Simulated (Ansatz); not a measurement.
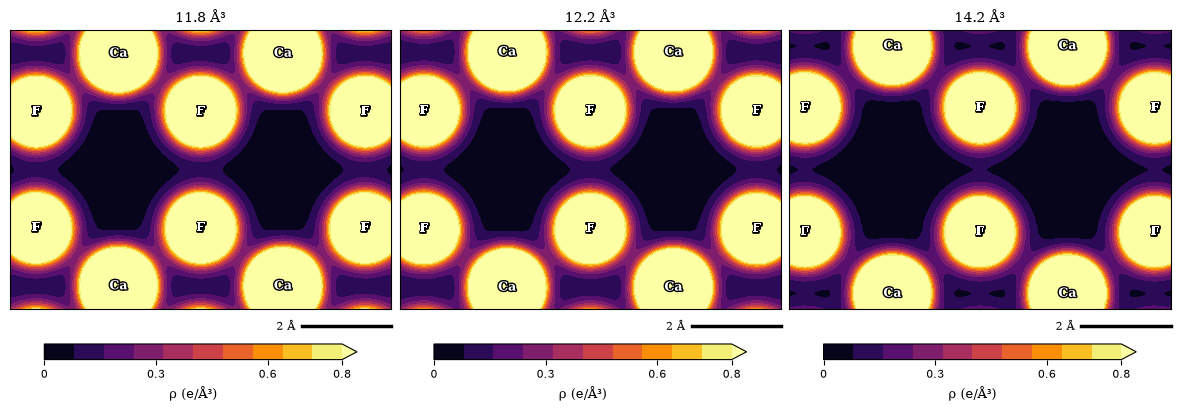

CaF2. The valence electron density of cells scaled evenly to different volumes (given per atom above each panel), on the (11̄0) plane of each (indices in the axes of the cell below), at one length scale and on one colour scale.

Level of theory: DFT r2SCAN, scalar-relativistic, plane waves, PAW (Ansatz).

The density is the valence pseudo-density of a PAW calculation; it isn't the true density close to the nuclei.

The largest cell:

```yaml
crystal:
  lattice:
    - [0.00000, 2.77279, 2.77279]
    - [2.77279, 0.00000, 2.77279]
    - [2.77279, 2.77279, 0.00000]
  atoms:
    - { symbol: Ca, position: [0.00000, 0.00000, 0.00000] }
    - { symbol: F, position: [0.25000, 0.25000, 0.25000] }
    - { symbol: F, position: [0.75000, 0.75000, 0.75000] }
```

| volume (Å³/atom) | Ca–F contact in the plane (Å) | ρ at its midpoint (e/Å³) | pressure (GPa) | gap on the mesh (eV) | 
| --- | --- | --- | --- | --- |
| 11.80 | 2.257 | 0.285 | 15.3 | 8.84 | 
| 12.20 | 2.282 | 0.266 | 10.5 | 8.62 | 
| 13.41 | 2.355 | ? | ? | ? | 
| 14.21 | 2.401 | 0.196 | −4.6 | 7.69 | 

Question: Estimate the missing row, and compare with the calculation.

Answer: Over the known rows ln ρ falls by 2.59 per Å of Ca–F distance (a least-squares line), which gives 0.221 e/Å³ at 2.355 Å; the calculation gives 0.222 e/Å³. For the pressure, a straight line in volume between the neighbouring rows gives 1.4 GPa; the calculation gives 0.0, lower because pressure rises ever faster on compression. For the gap on the mesh, a straight line in volume between the neighbouring rows gives 8.06 eV; the calculation gives 8.03.
